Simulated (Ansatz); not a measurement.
System: CdO, space group Fm-3m (No. 225) (one of a set of cubic test structures, which need not be the stable phase).

Computed with Ansatz 0.2.0 development build: equation of state of a cubic crystal from periodic Kohn-Sham density functional theory without spin, third-order Birch-Murnaghan fit to the free energies; pressure corrected for the finite basis. Level: HSE06.

- structure type: rock salt
- atoms in cell: 2
- space group number: 225
- lattice centring: face-centred primitive
- k mesh: 4×4×4
- occupation method: Fermi–Dirac
- occupation width: 0.05 eV
- wave cutoff: 930 eV
- datasets: hand-made PAW
- density tolerance: 0 eV
- bands: 17
- density cutoff ratio: 5
- search for lower states: default
- exchange singularity: regularized

Predict the energy above the lowest point and pressure against volume. The volume takes the values 12.56, 12.97, 13.38, 13.79, 14.20 Å³/atom.

A third-order Birch–Murnaghan fit gives V0 = 13.03 Å³/atom, B0 = 145 GPa and B′ = 4.7. The energy above the lowest point is 8.1 meV/atom at volume 12.56 Å³/atom and 40.2 meV/atom at 14.20 Å³/atom; the lowest computed point is at volume 12.97 Å³/atom (0.0 meV/atom). The pressure falls from 5.8 GPa at volume 12.56 Å³/atom to −10.2 GPa at 14.20 Å³/atom, and changes sign near 13.03 Å³/atom.

| volume (Å³/atom) | energy above the lowest point (meV/atom) | pressure (GPa) |
| --- | --- | --- |
| 12.56 | 8.1 | 5.8 |
| 12.97 | 0.0 | 0.7 |
| 13.38 | 3.9 | −3.6 |
| 13.79 | 17.9 | −7.2 |
| 14.20 | 40.2 | −10.2 |

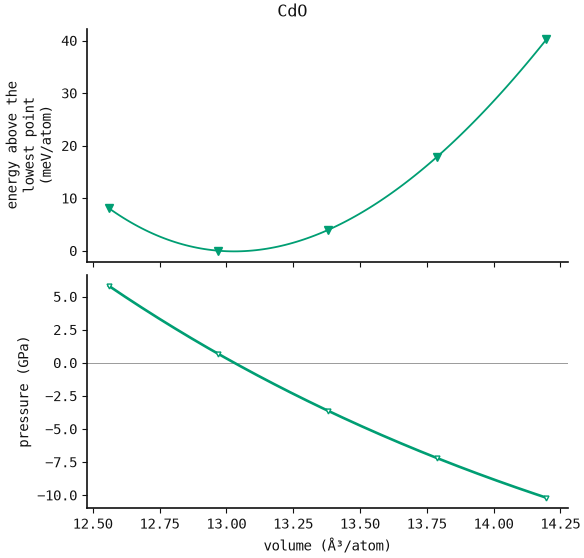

Note: coarse k-mesh, values are not converged in k.
